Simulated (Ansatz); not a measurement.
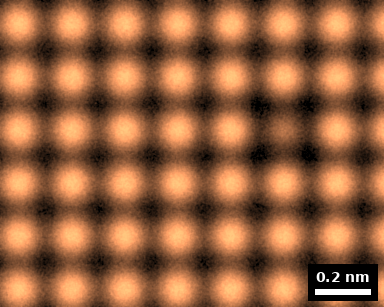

Dark-field STEM-like image of Co (Im-3m, No. 229) along [001]. Simulated incoherent Z contrast: every atom adds Z^1.7 spread by a probe of 1.17 Å full width; channelling and multiple scattering are left out. The probe carries 25 % of its weight in a tail 2.5 times as wide. The display is stretched by a gamma of 0.65; percentages refer to the linear signal. Shot noise was added.

The sample is 2 repeats (5.5 Å) thick. One point defect was put into the perfect crystal, without relaxing the atoms around it. Brightness is counted from the darkest point of the image. Host structure: the geometry relaxed with Ansatz 0.2.0, DFT, PBEsol, plane waves (420 eV) with PAW, scalar-relativistic; the starting structure was generated, so it need not be a known form of this composition.

Where is the defect (in Å from the left and the top edge), and what does its contrast suggest?

At about 10 Å from the left and 5 Å from the top. The column is dimmer, which points to a vacancy or a lighter atom. The column holds 2 atoms (Co) through the sample, and one Co atom is missing, so its peak drops to about 40 % of that of its equals.
